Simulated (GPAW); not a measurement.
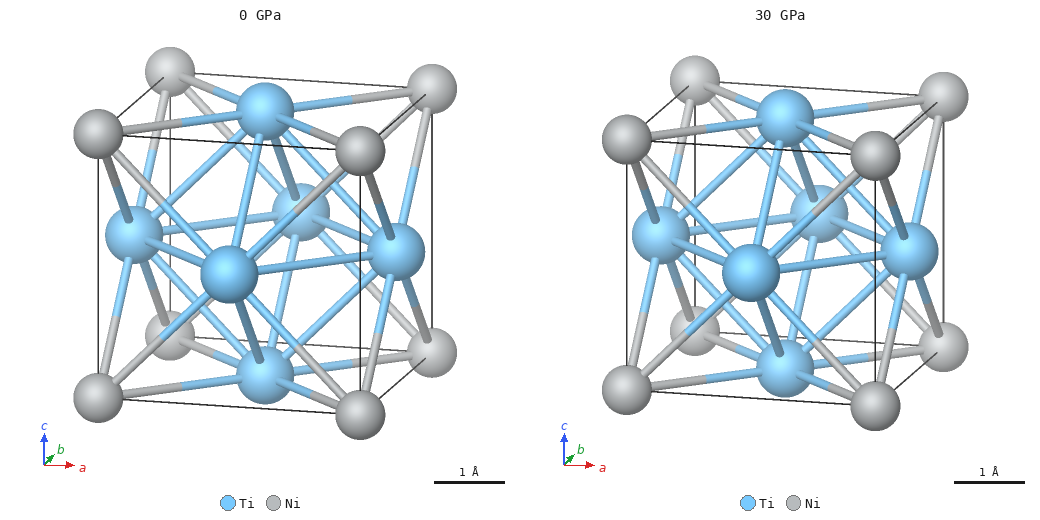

Ti₃Ni, Cu₃Au (L1₂) type, space group Pm-3m (No. 221), relaxed (cell and atoms) under a series of hydrostatic pressures; the conventional cell is drawn at the lowest and the highest, to one scale (sticks follow a distance rule). The start was a structure listed in the Materials Project. It needn't be the stable form of this composition.

Alike in all runs: GPAW 26.7.0; functional PBEsol; potentials PAW data sets generated in the run's folder for this functional; cutoff 600 eV; k mesh 5 × 5 × 5 on the run's cell of 4 atoms; occupations fermi-dirac, width 0.05 eV; collinear spin, ferromagnetic start; no spin-orbit coupling.

```tsv
pressure (GPa)	volume (Å³/atom)	a (Å)
0.2	14.661	3.885
2.0	14.478	3.869
5.0	14.199	3.844
9.9	?	?
20.0	13.086	3.741
30.0	12.521	3.686
```

Fit a third-order Birch-Murnaghan equation to the rows given and use it to fill in the volume that is left out.

The fit gives V0 = 14.68 Å³/atom, B0 = 141 GPa and B0′ = 3.7, which puts the volume at 9.9 GPa at 13.79 Å³/atom. The run gave volume 13.786 Å³/atom; a 3.806 Å.

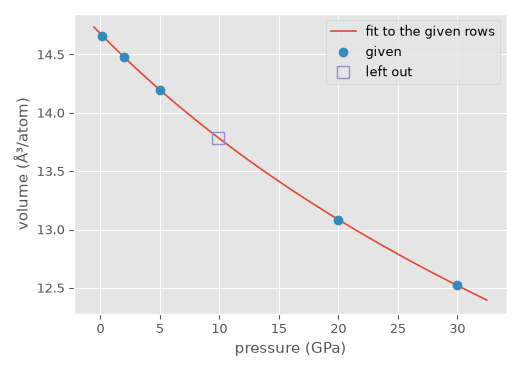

Volume against pressure, with the fit. The structure was kept in its own symmetry, so a change to another phase within this range wouldn't be seen.

Caveat: each step starts from the last one's moments, so a moment once lost doesn't come back; the stock nickel data set gives pressures a few GPa off other programs; later steps reuse the first step's grids.
